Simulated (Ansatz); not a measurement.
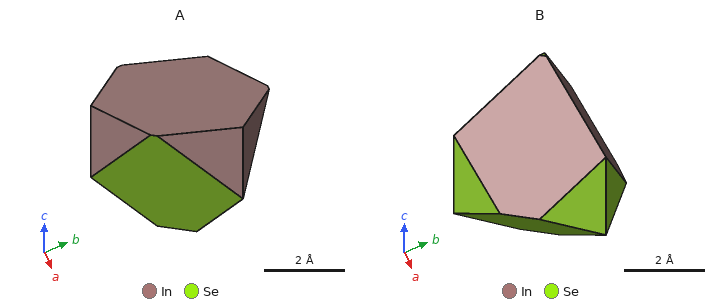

Computed Voronoi cells of the 2 sites of this structure, drawn to one scale and in one orientation; each face has the colour of the neighbour behind it.

InSe, space group P6_3/mmc (No. 194), a = 4.018 Å, b = 4.018 Å, c = 16.926 Å, α = 90.00°, β = 90.00°, γ = 120.00°

| site | Wyckoff | x | y | z |
| --- | --- | --- | --- | --- |
| In | 4f | 0.3333 | 0.6667 | 0.1677 |
| Se | 4f | 0.3333 | 0.6667 | 0.5928 |

Source: the end point of a relaxation with Ansatz, DFT, r2SCAN+rVV10, plane waves, PAW.

Which cell belongs to which site?

A is In (10 faces above 1 % of the solid angle, 28.3 Å³, facing Se 59 %, In 41 %); B is Se (12 faces above 1 % of the solid angle, 30.9 Å³, facing In 59 %, Se 41 %).
